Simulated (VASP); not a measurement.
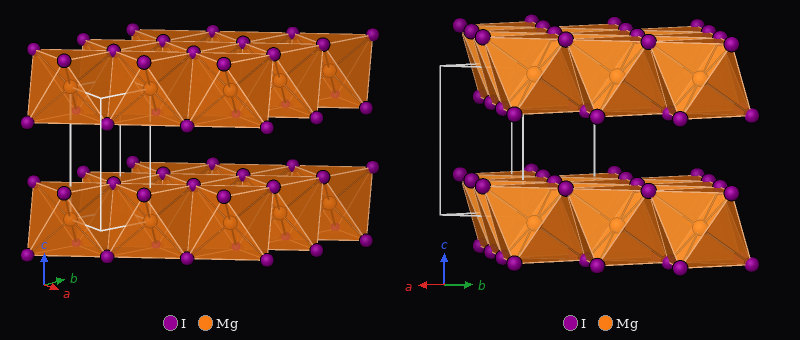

Polyhedra are drawn about Mg (bonds: I–Mg below 3.3 Å); other atoms are plain spheres. Two views of the same piece.

MgI₂ (space group P-3m1, No. 164): an entry of the Crystallography Open Database, as set up for an electronic-structure calculation.

Sharing among the drawn polyhedra:

| site | polyhedron | corner-sharing neighbours | edge-sharing | face-sharing | bond (Å) |
| --- | --- | --- | --- | --- | --- |
| Mg | MgI6 octahedron | 0 | 6 | 0 | 2.94 |

They form layers of edge-sharing octahedra parallel to (001).
